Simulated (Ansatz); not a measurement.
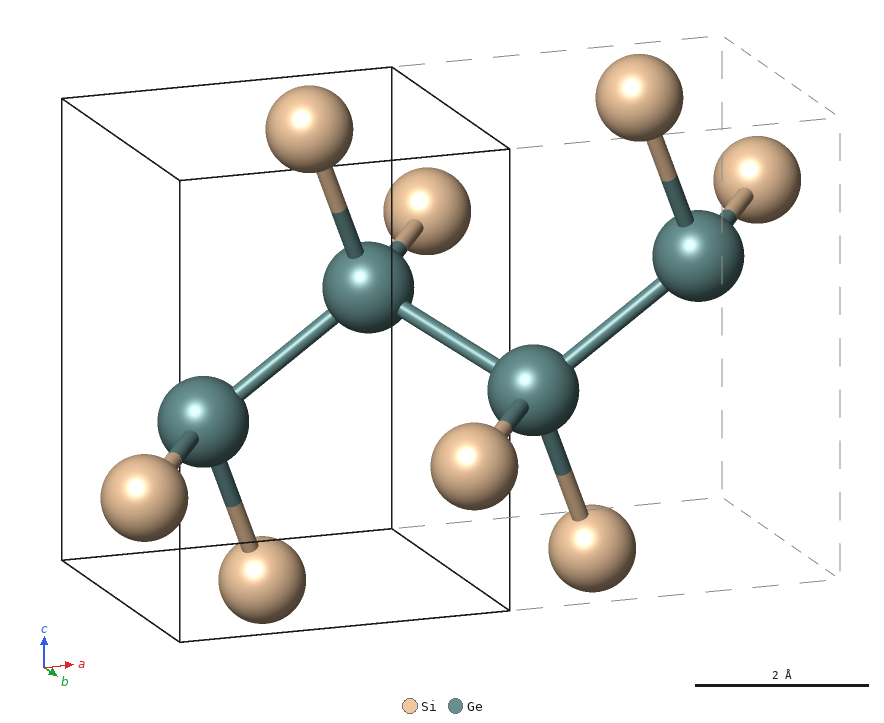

The crystal in a ball-and-stick representation, seen from a general direction. The drawing covers 2×1×1 cells, and the solid lines enclose one conventional unit cell.

SiGe, space group Pmma (No. 51), a = 4.08 Å, b = 3.93 Å, c = 5.54 Å, α = 90.00°, β = 90.00°, γ = 90.00°.

Method used: DFT, HSE06, plane waves, PAW (Ansatz). It ran with an energy cutoff of 420 eV, k-grid 4×4×4, Fermi-Dirac smearing of 0.02 eV, no spin polarisation.

### What is the band gap, if any?

A semiconductor at this level, with a gap of 0.71 eV, indirect; the smallest direct gap is 0.85 eV.

### Which way would the volume go on relaxing?

The computed pressure is -2.7 GPa (stretched: it would shrink). The stress isn't hydrostatic: its largest component is 5.8 GPa.

It goes back to a structure type filled with these elements by a generator (whether the compound takes this form wasn't checked). The cell was then strained or its atoms displaced on purpose. A calculation with Ansatz used it as input.
